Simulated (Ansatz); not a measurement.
## Run report: Pd, geometry relaxation (part 2 of 2)

Continued. System: Pd (slab, 4 atoms in the cell). Method: DFT PBE, scalar-relativistic, plane waves, PAW, no spin polarisation (Ansatz 0.2.0); cutoff 420 eV, 10×10×1 k-mesh, Gaussian smearing of 0.1 eV. The structure derives from an entry of the Crystallography Open Database. The input holds or restrains some coordinates. Forces given for the steps count only the free coordinates.

Geometry of the input (Å; fractional positions):
```
2.7877  0.0000  0.0000
0.0000  2.7877  0.0000
0.0000  0.0000  22.9136
Pd 0.5000  0.5000  0.3710
Pd 0.0000  0.0000  0.4570
Pd 0.5000  0.5000  0.5430
Pd 0.0000  0.0000  0.6290
```

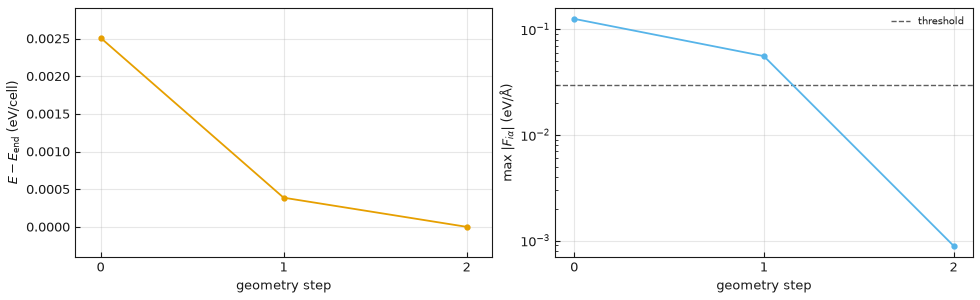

Figure 1. Progress of the restrained relaxation, step by step (the first geometry is step 0 here and step 1 in the log).

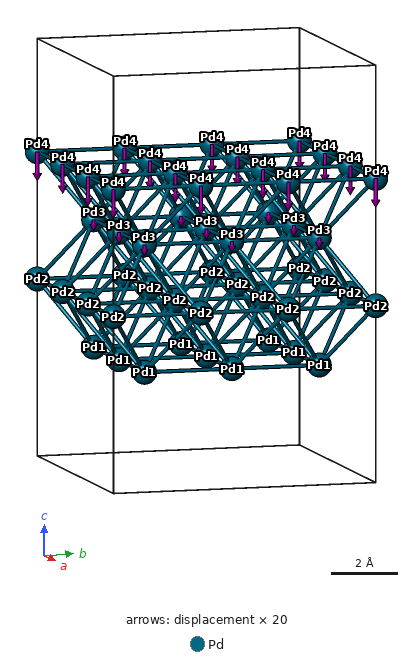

Figure 2. The starting structure with the displacements as pink arrows, magnified 20 times (ball-and-stick view of the 3 × 3 repeat of the cell, with the vacuum cut short, seen slightly off an axis). The atom that moves furthest is Pd4 (0.046 Å). The cell stays as it was. Distances before and after: Pd3–Pd4 2.788 → 2.768 Å, Pd2–Pd3 2.788 → 2.775 Å. After 2 geometry steps the energy has fallen by 2.5 meV per cell of the calculation. Largest force component: 0.13 eV/Å at the start, 0.00089 eV/Å at the end. (Atoms are counted from 1 in the order of the input.)

```
WARN: The output density's exchange-correlation potential varies sharply where the density is thin. Do not read a vacuum level from v_tot or v_xc, or from such a field of the output density. On a cell that repeats whose density bears no net charge and no dipole along the vacuum's axis use v_es (v_loc + v_h of the components); under efield.dipole_correction with no amplitude use v_es + v_field, which holds any external_charges[].barrier, or the levels of the report's work_function block, which leave it out; under a non-zero efield.amplitude the vacuum is tilted and has no level; on a cell that repeats and bears such a dipole with no correction it is tilted too, and efield.dipole_correction with no amplitude gives each side of its ramp a level where efield: is served; in a cell that repeats whose density bears a net charge (total_charge, or a fill off its count) it is curved and has none; of a slab under crystal.periodic whose density bears no net charge use v_es, which has a level on each side, short of where the two are joined; of another it falls or rises all the way out and has none; of a slab beside external_charges read slab_vacuum_level instead, which it has where they leave it neutral. The grid or the basis barely resolves most such structure, and the values can differ between equally converged runs; as a rule a tighter scf.convergence.dr2_threshold does not remove it. Where the density itself ripples (under the LDA too) a higher basis.ecutwfc lessens it. The files hold the spikes' plane waves up to the density's cutoff. Files: v_tot_of_output_density and the like, and their columns of v_z.tsv (output.write_potential); v_xc_of_output_density and the like, and their columns of v_comp_z.tsv (output.write_potential_components). Measured: with its Gaussian average of σ = 0.25 Å subtracted twice, the exchange-correlation potential is over 0.1 eV at 4 of the grid points where the equally averaged density (valence and model cores) is under 1e-3 e/Å³, and 0.124 eV at the most among them, at an averaged density of 4.8e-9 e/Å³. The input density's (outcome.potential() and, of a run that writes arrays, v_tot and v_xc) is over 0.1 eV, so measured, at 6 points of its own thin density, 0.119 eV at the most. See output.write_potential in the manual, Limitations
SCF converged after 9 iterations
Free energy (F): -27889.935946 eV
Harris-Foulkes:  -27889.935946 eV  (|F-HF|=2.47e-9)
Internal energy: -27889.881619 eV  (E = F + TS)
E sigma→0 (E₀):  -27889.908783 eV
Entropy (-TS):   -0.054327 eV (-13.582 meV/atom)
Fermi energy:    3.163739 eV
Dipole field:    D = 0.000157 V/Å  (p = 0.000155 e·Å, saw-weighted, corrected)
Work function:   Φ+ = 5.0829 eV   Φ− = 5.0865 eV
Levels:          The Fermi level and band energies are counted from a zero that moves with the ramp; work functions are not
--- Per-component energies (eV) ---
  E_band       = -1718.432451
  E_kinetic    = 2052.338402
  E_local      = -109401.830361  (includes V_loc(G=0)·N_el)
  E_nonlocal   = 871.050539
  E_hartree    = 53460.843584
  E_xc         = -671.272495
  E_vxc        = -841.642545  (∫ρ·V_xc dr)
  E_paw        = -15002.462285  (= ΣΔE_a)
  E_vpaw       = -1320.046025  (= ΣTr[D̂ρ^β])
  E_aug_tail   = 0.000839  (compensation charges beyond the density's cutoff)
  E_efield     = 0.000000  (sawtooth field / dipole correction)
  E_vefield    = 0.000181  (∫n·V_field dr)
  E_ewald      = 40801.450157
  E_smearing   = -0.054327  (= −TS)
  E_closure    = -0.000000  (closes the sum)
  Σ components = -27889.935946   (vs F -27889.935946, Δ=0.00e0)
--- Forces (eV/Å), atoms counted from 1 ---
  atom   1  Pd     0.00000000     0.00000000     0.12596889
  atom   2  Pd    -0.00000000     0.00000000    -0.12621295
  atom   3  Pd     0.00000000     0.00000000    -0.00068463
  atom   4  Pd    -0.00000000     0.00000000     0.00089446
  max |Σ_I F_I| component: 3.42e-5 eV/Å
--- Band table (eV; the first three rows and the last of 21) ---
  k-point 0: bands = ["-80.8762", "-80.8385", "-80.3704", "-80.3392", "-46.7111", "-46.5368", "-46.5077", "-46.5077", "-46.4345", "-46.4345", "-46.0744", "-46.0744", "-46.0444", "-46.0444", "-45.9738", "-45.9421", "-3.1356", "-1.8305", "-1.4730", "-1.4415", "-1.0001", "-0.7831", "-0.0650", "0.3921", "0.7479", "0.7479", "1.5998", "1.6184", "1.6184", "1.8899", "2.1311", "2.3042", "2.5599", "2.6227", "2.6227", "2.9974", "3.1527", "3.2685", "3.2685", "4.3756", "5.9008", "8.1912", "8.3540", "9.3567"]
  k-point 1: bands = ["-80.8740", "-80.8377", "-80.3689", "-80.3378", "-46.7070", "-46.5579", "-46.5061", "-46.5043", "-46.4534", "-46.4344", "-46.0919", "-46.0732", "-46.0620", "-46.0432", "-45.9721", "-45.9406", "-2.9158", "-1.6724", "-1.3391", "-1.2884", "-0.8836", "-0.6309", "0.0092", "0.4853", "0.6876", "0.7833", "1.2568", "1.5087", "1.6199", "1.9348", "2.1380", "2.2442", "2.3527", "2.4679", "2.8008", "2.8544", "3.0608", "3.0759", "3.3077", "4.8551", "6.4999", "8.4082", "8.5512", "9.5831"]
  k-point 2: bands = ["-80.8681", "-80.8357", "-80.3652", "-80.3340", "-46.6980", "-46.6055", "-46.5106", "-46.4999", "-46.4948", "-46.4346", "-46.1372", "-46.1076", "-46.0702", "-46.0400", "-45.9681", "-45.9368", "-2.3374", "-1.4246", "-1.0593", "-0.8209", "-0.8062", "-0.0182", "0.3833", "0.6377", "0.7277", "0.8574", "0.8766", "1.2538", "1.4244", "1.8062", "1.8774", "2.0485", "2.1268", "2.2694", "2.6304", "2.7037", "3.1057", "3.2733", "3.5943", "5.8044", "7.6610", "9.0594", "9.1342", "10.2655"]
  k-point 20: bands = ["-80.8360", "-80.8169", "-80.3401", "-80.3089", "-46.6990", "-46.6990", "-46.5908", "-46.5908", "-46.5892", "-46.5636", "-46.2407", "-46.2407", "-46.2114", "-46.2114", "-45.9512", "-45.9181", "-1.5864", "-1.5663", "-1.3125", "-1.3125", "-0.6975", "-0.6595", "-0.2008", "-0.2008", "1.2952", "1.2952", "2.3544", "2.3642", "2.8014", "2.8014", "2.9515", "2.9528", "3.4112", "3.4265", "3.7266", "3.7563", "7.5331", "7.5331", "9.8649", "9.8649", "12.5072", "12.5072", "13.3394", "13.3519"]
--- Relaxed structure (3 steps of the walk, 3 accepted, 0 SCFs on fresh bases) ---
  F+E_penalty+E_count = -27889.93594600 eV   max|allowed force component| = 8.945e-4 eV/Å
  atoms:
    - { symbol: Pd, position: [0.49999999999999994, 0.49999999999999994, 0.37095932099999995] }
    - { symbol: Pd, position: [0.0, 0.0, 0.45698644029999996] }
    - { symbol: Pd, position: [0.49999999999999994, 0.49999999999999994, 0.5422371182891055] }
    - { symbol: Pd, position: [-1.7271795136061936e-35, 0.0, 0.6270188971387866] }
```

Trajectory as extended XYZ (Å, eV, eV/Å), 3 frames, from step=1 to step=3
```
4
Lattice="2.7877 0.0000 0.0000 0.0000 2.7877 0.0000 0.0000 0.0000 22.9136" Properties=species:S:1:pos:R:3:forces:R:3 step=1 energy=-27889.93344
Pd    1.3938    1.3938    8.5000    0.0000   0.0000   0.1261
Pd    0.0000    0.0000   10.4712    0.0000   0.0000  -0.0493
Pd    1.3938    1.3938   12.4424    0.0000   0.0000   0.0493
Pd    0.0000    0.0000   14.4136    0.0000   0.0000  -0.1261
4
Lattice="2.7877 0.0000 0.0000 0.0000 2.7877 0.0000 0.0000 0.0000 22.9136" Properties=species:S:1:pos:R:3:forces:R:3 step=2 energy=-27889.93556
Pd    1.3938    1.3938    8.5000    0.0000   0.0000   0.1256
Pd    0.0000    0.0000   10.4712    0.0000   0.0000  -0.1487
Pd    1.3938    1.3938   12.4195    0.0000   0.0000  -0.0329
Pd    0.0000    0.0000   14.3506    0.0000   0.0000   0.0559
4
Lattice="2.7877 0.0000 0.0000 0.0000 2.7877 0.0000 0.0000 0.0000 22.9136" Properties=species:S:1:pos:R:3:forces:R:3 step=3 energy=-27889.93595
Pd    1.3938    1.3938    8.5000    0.0000   0.0000   0.1260
Pd    0.0000    0.0000   10.4712    0.0000   0.0000  -0.1262
Pd    1.3938    1.3938   12.4246    0.0000   0.0000  -0.0007
Pd    0.0000    0.0000   14.3672    0.0000   0.0000   0.0009
```

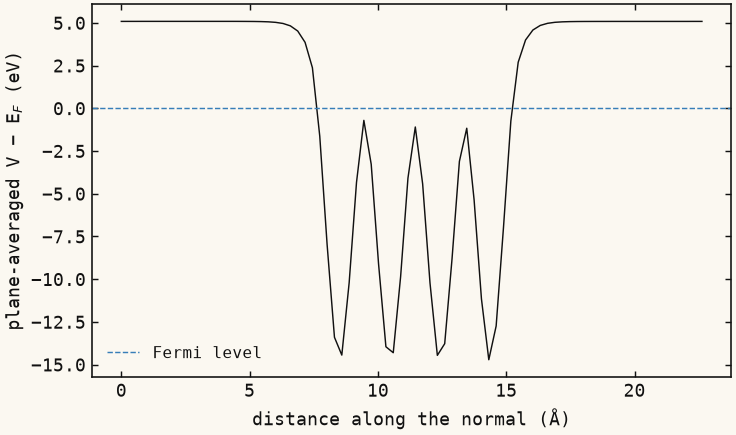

Figure 3. Plane average of the electrostatic potential energy of an electron across the cell, from the Fermi level. The vacuum level lies 5.08 eV above the Fermi level.

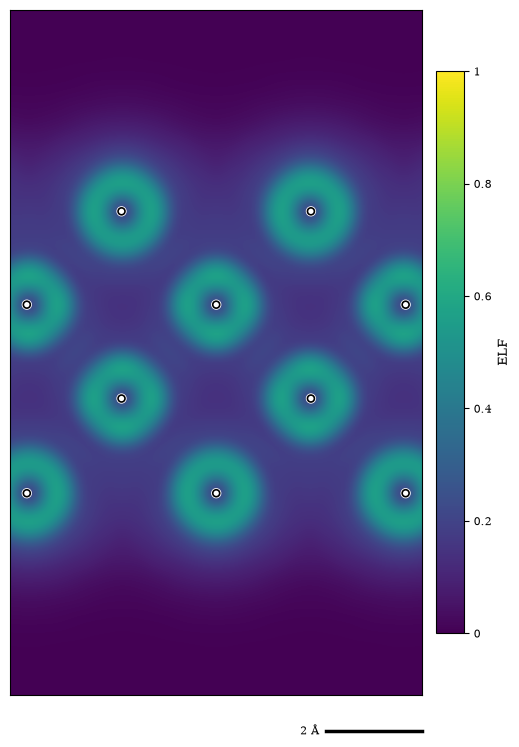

Figure 4. Electron localisation function on the (110) plane of the calculation cell, a cut from vacuum to vacuum. Circles mark the nuclei in the plane (Pd). Pd–Pd (2.77 Å): the ELF is about 0.20 at the midpoint; no localised pair between them. The strong features right at Pd lie inside the PAW spheres (semicore, d or f shells) and say nothing about bonding. The fields are those of the smooth PAW valence density.

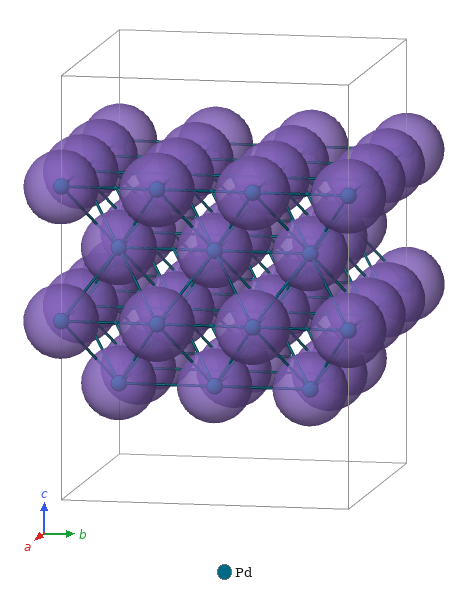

Figure 5. Isosurface of the valence pseudo-density at 0.5 e/Å³ (purple), seen slightly off an axis. Sticks mark near contacts. At this value the density breaks into separate islands; it holds about 85 % of the electrons treated as valence (semicore included). It is pinched off along the Pd–Pd (2.77 Å) contacts. On the grid the lowest density along these lines, outside the cores, is 0.29 e/Å³ (Pd–Pd, 2.77 Å).
